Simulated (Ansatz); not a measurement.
**Ni (Fm-3m): magnetic orders compared**

Which of a few magnetic orders of Ni (Fm-3m) is lowest at one geometry?

Computed with Ansatz 0.2.0 (DFT r²SCAN, scalar-relativistic, plane waves, PAW, unless a step's input says otherwise).

**1. The structure to begin with**

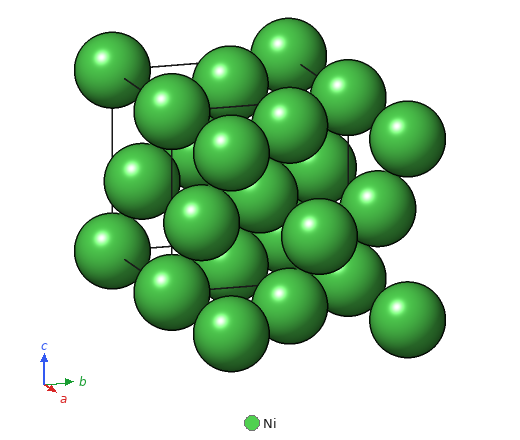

Start, viewed slightly off an axis; nickel green. 2×1×1 cells are drawn. Atoms on the faces are drawn again on the opposite ones. The cell drawn here is the conventional one.

As a file:

```
Ni
1.0
     0.00000    1.73921    1.73921
     1.73921    0.00000    1.73921
     1.73921    1.73921    0.00000
Ni
1
Direct
  0.00000 0.00000 0.00000
```

This cell comes from an earlier session at r²SCAN: 10.522 Å³/atom at 0.00 GPa, on a 22×22×22 mesh.

**2. Ferromagnetic, larger cell**

Input file input.yaml:

```yaml
crystal:
  lattice:
    - [0.0, 1.7392116818, -1.7392116818]
    - [0.0, 1.7392116818, 1.7392116818]
    - [3.4784233636, 0.0, 0.0]
  atoms:
    - { symbol: Ni, position: [0.0, 0.0, 0.0], spin: 0.8 }
    - { symbol: Ni, position: [0.5, 0.5, 0.5], spin: 0.8 }
basis:
  ecutwfc: 500
  ecutrho_ratio: 4
kpoints:
  mp_grid: { grid: [14, 14, 10] }
hamiltonian:
  xc: r2scan
scf:
  occupations: { method: gaussian, width: 0.05 }
  lower_state_search: "off"
output:
  forces: true
  stress: true
  eigenvalues: true
  populations: true
magnetization:
  spin_polarized: true
```

Launch:

```bash
> ansatz run input.yaml --threads 1 --pin off --max-ram 2560MiB --backend cpu --events-out ev --progress --plain --runs-dir out
```

Log, shortened:

```text
Warning: RAYON_NUM_THREADS=1 ignored (pool sized by the plan → 1); use --threads N
[...]
Pseudopotentials: kind: paw
Pseudopotential: Ni, paw, valence charge 18, recommended cutoff 500 eV (meta_gga), Ni.paw.azcp
Functional definition: r2SCAN
[...]
Crystal: 2 atoms, lattice volume = 21.043 Å³
Basis set: ecut = 500 eV, 537 PW (Γ), exchange–correlation on 72×72×108 points (64 copies of the dense FFT grid, shifted against one another)
Bands: 23, of which v1, the nominal top of the filled ones, is band 18 counted from 1 (17 counted from 0)
Symmetry: 32 space group operations
Space group: Fm-3m (ITA 225), of the structure as read, at distance tolerance 2.8e-5 Å
Magnetic group: BNS 225.116 (UNI 1618), of the structure as read, at distance tolerance 2.8e-5 Å
k-points: 216 of 1960
[...]
Starting moments: Σ|m| = 1.6 μB on 2 of 2 sites
[...]
SCF iter   1: F=-11690.467271 eV  HF=-11690.261469 eV  |F-HF|=2.06e-1  |Δ(HF+E_count)|=         —  Δρ=3.19e-2 (↑3.19e-2 ↓1.67e-2)  dr2=1.56e-1  dr2_τ=1.47e-2  dr2_m=3.91e-2  M=1.414 μB ∫|m|=1.491 μB  β_m=0.30  ethr=4.36e-4  ⟨swp⟩=1.4  Hψ=55531  notcnv=0
[...]
spin-set hold released at iteration 10 (site moments contracting): the magnetisation degrees of freedom join the quasi-Newton model from the next iteration; the mixer history was flushed
[...]
SCF iter  20: F=-11690.582510 eV  HF=-11690.582510 eV  |F-HF|=7.33e-8  |Δ(HF+E_count)|=   8.26e-8  Δρ=5.51e-6 (↑1.66e-6 ↓5.51e-6)  dr2=3.68e-9  dr2_τ=1.62e-11  dr2_m=1.67e-9  M=1.493 μB ∫|m|=1.832 μB  ethr=4.52e-11  ⟨swp⟩=4.3  Hψ=34486  notcnv=0
[...]
this state was not tested for a lower state beside it, because the mixer in use, unlike msr1, does not test its closes by its own steps (another_mixer; see scf.mixing.algorithm and scf.lower_state_search)
SCF converged after 20 iterations
Magnetization: 1.4929 μB (18.7464 up, 17.2536 down)
Absolute magnetization: 1.8338 μB (∫|ρ↑−ρ↓|, with the PAW one-centre terms)
Spin contamination: 0.0416 ħ² per cell (⟨S²⟩ above its minimum at these occupations)
Per-site moments (μB) at R_I (Å): [(0.8143162449669568, 1.014591908648703), (0.8143162449669564, 1.014591908648703)]
Free energy (F): -11690.582510 eV
[...]
E sigma→0 (E₀):  -11690.581073 eV
Entropy (-TS):   -0.002874 eV (-1.437 meV/atom)
Fermi energy:    18.904747 eV
[...]
--- Forces (eV/Å), atoms counted from 1 ---
  atom   1  Ni     0.00000000     0.00000000    -0.00000000
  atom   2  Ni    -0.00000000     0.00000000     0.00000000
[...]
--- Stress (GPa, compression-positive) ---
       -0.157517      -0.000000       0.000000
       -0.000000       0.096570      -0.000000
        0.000000       0.000000       0.096570
  P = ⅓ Tr σ = 0.0119 GPa (0.119 kbar)
--- Band table (eV; the first three rows and the last of 432) ---
  k-point 0 ↑: bands = ["-88.9638", "-88.9114", "-47.9598", "-47.8129", "-47.8129", "-47.7237", "-47.7198", "-47.7198", "9.1141", "13.5398", "13.9274", "15.7962", "15.7962", "15.7988", "17.1579", "17.1608", "17.8745", "17.8745", "17.9162", "21.2895", "28.4642", "34.4818", "34.4818"]
[...]
--- Löwdin populations: 2 sites ---
  site symbol       q [e]    m [muB]
     0     Ni     17.7762     0.7968
     1     Ni     17.7762     0.7968
  spilling = 0.012432 (of n_electrons = 36.000000)
```

Run time: 29 s. Hardware: 1 thread of Intel Xeon 6975P-C (Granite Rapids), shared host; peak memory 0.51 GiB.

This gives: volume 10.522 Å³/atom, pressure 0.01 GPa, metallic, moments in the atoms' spheres Ni 0.81 μB.

**3. Antiferromagnetic, propagation vector (1, 0, 0)**

Edit input.yaml of step 2 so:

```diff
@@ -7,3 +7,3 @@
     - { symbol: Ni, position: [0.0, 0.0, 0.0], spin: 0.8 }
-    - { symbol: Ni, position: [0.5, 0.5, 0.5], spin: 0.8 }
+    - { symbol: Ni, position: [0.5, 0.5, 0.5], spin: -0.8 }
 basis:
```

Launch:

```bash
> ansatz run input.yaml --threads 1 --pin off --max-ram 2560MiB --backend cpu --events-out ev --progress --plain --runs-dir out
```

Log, shortened:

```text
Warning: RAYON_NUM_THREADS=1 ignored (pool sized by the plan → 1); use --threads N
[...]
Pseudopotentials: kind: paw
Pseudopotential: Ni, paw, valence charge 18, recommended cutoff 500 eV (meta_gga), Ni.paw.azcp
Functional definition: r2SCAN
[...]
Crystal: 2 atoms, lattice volume = 21.043 Å³
Basis set: ecut = 500 eV, 537 PW (Γ), exchange–correlation on 72×72×108 points (64 copies of the dense FFT grid, shifted against one another)
Bands: 23, of which v1, the nominal top of the filled ones, is band 18 counted from 1 (17 counted from 0)
Symmetry: 16 space group operations
Space group: P4/mmm (ITA 123), of the structure as read, at distance tolerance 2.8e-5 Å
Magnetic group: BNS 123.350 (UNI 1010), of the structure as read, at distance tolerance 2.8e-5 Å
k-points: 216 of 1960
[...]
Starting moments: Σ|m| = 1.6 μB on 2 of 2 sites
[...]
Absolute magnetization: 0.5703 μB (∫|ρ↑−ρ↓|, with the PAW one-centre terms)
Spin contamination: 0.2910 ħ² per cell (⟨S²⟩ above its minimum at these occupations)
Per-site moments (μB) at R_I (Å): [(0.27861289720920185, 1.014591908648703), (-0.2786166963019945, 1.014591908648703)]
Free energy (F): -11690.360009 eV
[...]
E sigma→0 (E₀):  -11690.357521 eV
Entropy (-TS):   -0.004977 eV (-2.489 meV/atom)
Fermi energy:    18.539546 eV
[...]
--- Forces (eV/Å), atoms counted from 1 ---
  atom   1  Ni     0.00000000    -0.00000000    -0.00000000
  atom   2  Ni     0.00000000     0.00000000     0.00000000
[...]
--- Stress (GPa, compression-positive) ---
       -2.372526      -0.000000       0.000000
       -0.000000      -2.166890      -0.000000
        0.000000      -0.000000      -2.166890
  P = ⅓ Tr σ = -2.2354 GPa (-22.354 kbar)
--- Band table (eV; the first three rows and the last of 432) ---
[... band rows left out ...]
[...]
--- Löwdin populations: 2 sites ---
  site symbol       q [e]    m [muB]
     0     Ni     17.7842     0.2624
     1     Ni     17.7842    -0.2624
  spilling = 0.011988 (of n_electrons = 36.000000)
```

It took 29 s on 1 thread of Intel Xeon 6975P-C (Granite Rapids), shared host; peak memory 0.52 GiB.

Read off: volume 10.522 Å³/atom, pressure -2.24 GPa, no gap, moments in the atoms' spheres Ni 0.28, -0.28 μB.

In this order, neighbours among magnetic atoms: 4 of 12 parallel, 6 of 6 parallel (shell by shell, nearest first).

**4. Ferromagnetic, larger cell**

Input file input.yaml:

```yaml
crystal:
  lattice:
    - [-1.7392116818, -1.7392116818, 3.4784233636]
    - [-3.4784233636, -1.7392116818, 1.7392116818]
    - [-1.7392116818, -3.4784233636, 1.7392116818]
  atoms:
    - { symbol: Ni, position: [0.0, 0.0, 0.0], spin: 0.8 }
    - { symbol: Ni, position: [0.5, 0.5, 0.5], spin: 0.8 }
basis:
  ecutwfc: 500
  ecutrho_ratio: 4
kpoints:
  mp_grid: { grid: [16, 16, 16] }
hamiltonian:
  xc: r2scan
scf:
  occupations: { method: gaussian, width: 0.05 }
  lower_state_search: "off"
output:
  forces: true
  stress: true
  eigenvalues: true
  populations: true
magnetization:
  spin_polarized: true
```

Launch:

```bash
> ansatz run input.yaml --threads 1 --pin off --max-ram 2560MiB --backend cpu --events-out ev --progress --plain --runs-dir out
```

Log, shortened:

```text
Warning: RAYON_NUM_THREADS=1 ignored (pool sized by the plan → 1); use --threads N
[...]
Pseudopotentials: kind: paw
Pseudopotential: Ni, paw, valence charge 18, recommended cutoff 500 eV (meta_gga), Ni.paw.azcp
Functional definition: r2SCAN
[...]
Crystal: 2 atoms, lattice volume = 21.043 Å³
Basis set: ecut = 500 eV, 549 PW (Γ), FFT grids on a1−a3, a2−a3, a3, exchange–correlation on 72×72×128 points (64 copies of the dense FFT grid, shifted against one another)
Bands: 23, of which v1, the nominal top of the filled ones, is band 18 counted from 1 (17 counted from 0)
Symmetry: 24 space group operations
Space group: Fm-3m (ITA 225), of the structure as read, at distance tolerance 2.8e-5 Å
Magnetic group: BNS 225.116 (UNI 1618), of the structure as read, at distance tolerance 2.8e-5 Å
k-points: 417 of 4096
[...]
Starting moments: Σ|m| = 1.6 μB on 2 of 2 sites
[...]
Absolute magnetization: 1.8436 μB (∫|ρ↑−ρ↓|, with the PAW one-centre terms)
Spin contamination: 0.0414 ħ² per cell (⟨S²⟩ above its minimum at these occupations)
Per-site moments (μB) at R_I (Å): [(0.8215309319941247, 1.014591908648703), (0.8215309319941254, 1.014591908648703)]
Free energy (F): -11690.582413 eV
[...]
E sigma→0 (E₀):  -11690.581044 eV
Entropy (-TS):   -0.002739 eV (-1.369 meV/atom)
Fermi energy:    18.903442 eV
[...]
--- Forces (eV/Å), atoms counted from 1 ---
  atom   1  Ni    -0.00000000     0.00000000    -0.00000000
  atom   2  Ni    -0.00000000    -0.00000000     0.00000000
[...]
--- Stress (GPa, compression-positive) ---
        0.061359      -0.090419       0.090419
       -0.090419       0.061359       0.090419
        0.090419       0.090419       0.061359
  P = ⅓ Tr σ = 0.0614 GPa (0.614 kbar)
--- Band table (eV; the first three rows and the last of 834) ---
[... band rows left out ...]
[...]
--- Löwdin populations: 2 sites ---
  site symbol       q [e]    m [muB]
     0     Ni     17.7753     0.8040
     1     Ni     17.7753     0.8040
  spilling = 0.012485 (of n_electrons = 36.000000)
```

Wall time 53 s (1 thread of Intel Xeon 6975P-C (Granite Rapids), shared host); peak memory 0.66 GiB.

In short: volume 10.522 Å³/atom, pressure 0.06 GPa, a metal on this mesh, moments in the atoms' spheres Ni 0.82 μB.

**5. Antiferromagnetic, propagation vector (1/2, 1/2, -1/2)**

Edit input.yaml of step 4 so:

```diff
@@ -7,3 +7,3 @@
     - { symbol: Ni, position: [0.0, 0.0, 0.0], spin: 0.8 }
-    - { symbol: Ni, position: [0.5, 0.5, 0.5], spin: 0.8 }
+    - { symbol: Ni, position: [0.5, 0.5, 0.5], spin: -0.8 }
 basis:
```

Launch:

```bash
> ansatz run input.yaml --threads 1 --pin off --max-ram 2560MiB --backend cpu --events-out ev --progress --plain --runs-dir out
```

Log, shortened:

```text
Warning: RAYON_NUM_THREADS=1 ignored (pool sized by the plan → 1); use --threads N
[...]
Pseudopotentials: kind: paw
Pseudopotential: Ni, paw, valence charge 18, recommended cutoff 500 eV (meta_gga), Ni.paw.azcp
Functional definition: r2SCAN
[...]
Crystal: 2 atoms, lattice volume = 21.043 Å³
Basis set: ecut = 500 eV, 549 PW (Γ), FFT grids on a1−a3, a2−a3, a3, exchange–correlation on 72×72×128 points (64 copies of the dense FFT grid, shifted against one another)
Bands: 23, of which v1, the nominal top of the filled ones, is band 18 counted from 1 (17 counted from 0)
Symmetry: 12 space group operations
Space group: R-3m (ITA 166), of the structure as read, at distance tolerance 2.8e-5 Å
Magnetic group: BNS 166.102 (UNI 1332), of the structure as read, at distance tolerance 2.8e-5 Å
k-points: 417 of 4096
[...]
Starting moments: Σ|m| = 1.6 μB on 2 of 2 sites
[...]
Absolute magnetization: 1.1057 μB (∫|ρ↑−ρ↓|, with the PAW one-centre terms)
Spin contamination: 0.5602 ħ² per cell (⟨S²⟩ above its minimum at these occupations)
Per-site moments (μB) at R_I (Å): [(0.5299369857458726, 1.014591908648703), (-0.5299369857458726, 1.014591908648703)]
Free energy (F): -11690.397288 eV
[...]
E sigma→0 (E₀):  -11690.395788 eV
Entropy (-TS):   -0.003001 eV (-1.500 meV/atom)
Fermi energy:    18.621371 eV
[...]
--- Forces (eV/Å), atoms counted from 1 ---
  atom   1  Ni    -0.00000000    -0.00000000     0.00000000
  atom   2  Ni    -0.00000000    -0.00000000    -0.00000000
[...]
--- Stress (GPa, compression-positive) ---
       -0.591183       1.458924      -1.458924
        1.458924      -0.591183      -1.458924
       -1.458924      -1.458924      -0.591183
  P = ⅓ Tr σ = -0.5912 GPa (-5.912 kbar)
--- Band table (eV; the first three rows and the last of 834) ---
[... band rows left out ...]
[...]
--- Löwdin populations: 2 sites ---
  site symbol       q [e]    m [muB]
     0     Ni     17.7795     0.5005
     1     Ni     17.7795    -0.5005
  spilling = 0.012247 (of n_electrons = 36.000000)
```

Wall time 28 s (1 thread of Intel Xeon 6975P-C (Granite Rapids), shared host); peak memory 0.62 GiB.

This gives: volume 10.522 Å³/atom, pressure -0.59 GPa, metallic, moments in the atoms' spheres Ni 0.53, -0.53 μB.

In this order, neighbours among magnetic atoms: 6 of 12 parallel, 0 of 6 parallel (shell by shell, nearest first).

**6. No spin polarisation**

Input file input.yaml:

```yaml
crystal:
  lattice:
    - [0.0, 1.7392116818, 1.7392116818]
    - [1.7392116818, 0.0, 1.7392116818]
    - [1.7392116818, 1.7392116818, 0.0]
  atoms:
    - { symbol: Ni, position: [0.0, 0.0, 0.0] }
basis:
  ecutwfc: 500
  ecutrho_ratio: 4
kpoints:
  mp_grid: { grid: [22, 22, 22] }
hamiltonian:
  xc: r2scan
scf:
  occupations: { method: gaussian, width: 0.05 }
output:
  forces: true
  stress: true
  eigenvalues: true
```

Launch:

```bash
> ansatz run input.yaml --threads 1 --pin off --max-ram 2560MiB --backend cpu --events-out ev --progress --plain --runs-dir out
```

Log, shortened:

```text
Warning: RAYON_NUM_THREADS=1 ignored (pool sized by the plan → 1); use --threads N
[...]
Pseudopotentials: kind: paw
Pseudopotential: Ni, paw, valence charge 18, recommended cutoff 500 eV (meta_gga), Ni.paw.azcp
Functional definition: r2SCAN
[...]
Crystal: 1 atoms, lattice volume = 10.522 Å³
Basis set: ecut = 500 eV, 283 PW (Γ), exchange–correlation on 72×72×72 points (64 copies of the dense FFT grid, shifted against one another)
Bands: 13, of which v1, the nominal top of the filled ones, is band 9 counted from 1 (8 counted from 0)
Symmetry: 48 space group operations
Space group: Fm-3m (ITA 225), of the structure as read, at distance tolerance 2.2e-5 Å
k-points: 328 of 10648
[...]
SCF iter   1: F=—  HF=-5845.112502 eV  |F-HF|=—  |Δ(HF+E_count)|=         —  Δρ=1.99e-2  dr2=2.16e-2  dr2_τ=3.17e-2  ethr=1.77e-3  ⟨swp⟩=5.7  Hψ=23073  notcnv=0
[...]
SCF iter   8: F=-5845.166003 eV  HF=-5845.166003 eV  |F-HF|=2.15e-9  |Δ(HF+E_count)|=   1.54e-8  Δρ=8.71e-6  dr2=5.73e-9  dr2_τ=8.42e-11  ethr=5.56e-10  ⟨swp⟩=6.4  Hψ=22159  notcnv=0
[...]
SCF converged after 8 iterations
Free energy (F): -5845.166003 eV
[...]
E sigma→0 (E₀):  -5845.163373 eV
Entropy (-TS):   -0.005260 eV (-5.260 meV/atom)
Fermi energy:    18.495807 eV
[...]
--- Forces (eV/Å), atoms counted from 1 ---
  atom   1  Ni    -0.00000000    -0.00000000     0.00000000
[...]
--- Stress (GPa, compression-positive) ---
       -2.947895       0.000000      -0.000000
       -0.000000      -2.947895      -0.000000
       -0.000000      -0.000000      -2.947895
  P = ⅓ Tr σ = -2.9479 GPa (-29.479 kbar)
--- Band table (eV; the first three rows and the last of 328) ---
  k-point 0: bands = ["-88.2079", "-46.9762", "-46.9762", "-46.9762", "9.0030", "16.5350", "16.5350", "16.5350", "17.6305", "17.6305", "43.2343", "47.9097", "47.9097"]
[...]
```

It took 3.1 s on 1 thread of Intel Xeon 6975P-C (Granite Rapids), shared host; peak memory 0.39 GiB.

Result: volume 10.522 Å³/atom, pressure -2.95 GPa, no gap.

**7. The orders side by side**

Orders of one name are numbered as they were run above.

```
                                                 order  above the lowest (meV/atom)  largest moment (μB)  pressure (GPa)  gap on the mesh (eV)  order kept
                                         ferromagnetic                          0.0                 0.82             0.0                  0.00         yes
       antiferromagnetic, propagation vector (1, 0, 0)                        111.8                 0.28            -2.2                  0.00         yes
antiferromagnetic, propagation vector (1/2, 1/2, -1/2)                         92.6                 0.53            -0.6                  0.00         yes
                                  no spin polarisation                        126.1                 0.00            -2.9                  0.00         yes
```

The first row is the run of the earlier session that started with parallel moments (-5845.2895 eV/atom). A larger cell is measured against the parallel state in that same cell where that was run, so that mesh errors cancel.

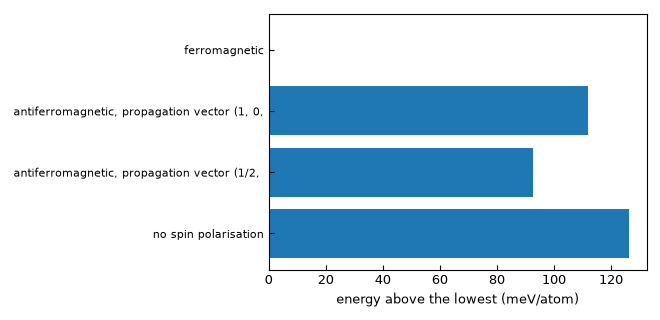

Energy of each order.

**8. Summary of results**

| quantity | value |
| --- | --- |
| orders tried | 4 |
| lowest | ferromagnetic |
| largest moment there | 0.82 μB |
| next above it | antiferromagnetic, propagation vector (1/2, 1/2, -1/2), 92.6 meV/atom |

Of the orders that kept their pattern, the lowest is: ferromagnetic. The next lies 92.6 meV/atom higher. Under stress at this geometry, and so lower once relaxed: antiferromagnetic, propagation vector (1, 0, 0) (-2.2 GPa); no spin polarisation (-2.9 GPa). Only these orders were tried, at zero temperature; the one found in experiment may not be among them.
